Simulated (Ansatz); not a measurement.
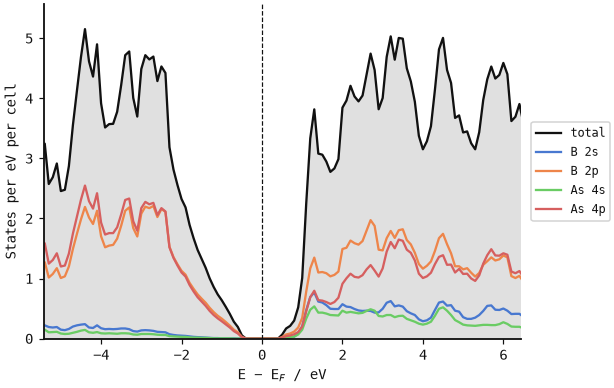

Density of states of BAs, space group P4_2/mnm, 8 atoms in the cell. Level of theory: DFT PBE, scalar-relativistic, plane waves, PAW, no spin polarisation, 6×6×8 k mesh, 420 eV cutoff; code Ansatz 0.2.0. Energies are counted from the Fermi level. The partial curves are projected on Löwdin-orthogonalised atomic shells.

There is a gap; over the k points computed it is 0.80 eV. By projected weight, the top eV of the valence band is B 2p (50 %) and As 4p (45 %); the bottom eV of the conduction band is B 2p (40 %), As 4p (25 %), B 2s (20 %) and As 4s (15 %).

The structure is an invented one, so it need not be a known or stable phase.
